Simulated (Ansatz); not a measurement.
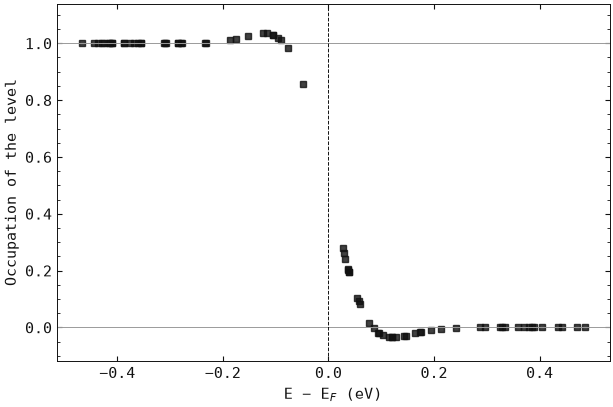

Occupations of the one-electron levels of the k mesh against their energy, from a run on I, space group Im-3m, 1 atom in the cell, with Ansatz.

Q: Which smearing scheme was used (Fermi-Dirac, Gaussian, Methfessel-Paxton or cold), and about what width?

A: Methfessel-Paxton smearing with a width of 0.1 eV. The occupations overshoot on both sides, up to 1.035 below the Fermi level and down to −0.035 above it; for the first-order scheme these extremes (±0.035) lie 1.22 widths, here 0.12 eV, from the Fermi level.
